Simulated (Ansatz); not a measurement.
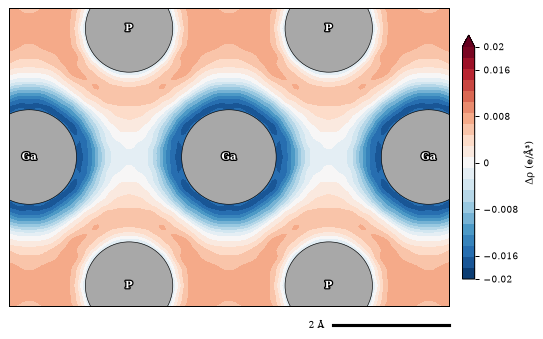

GaP. Difference of the valence pseudo-densities of two functionals at the same geometry, on the (011) plane of the calculation cell: HF less r2SCAN0.

Space group P4/mmm; a generated structure, not necessarily the stable one.

Both computed with Ansatz (plane waves, PAW), on the same k-point mesh. Grey discs cover the atomic cores.

Q: Where does the change of functional move the electrons?

A: Against r2SCAN0, HF gives less density around Ga (−0.016 e/Å³ on average at 1.0 Å from the nucleus) and more density in the space between the atoms (+0.004 e/Å³ on average).
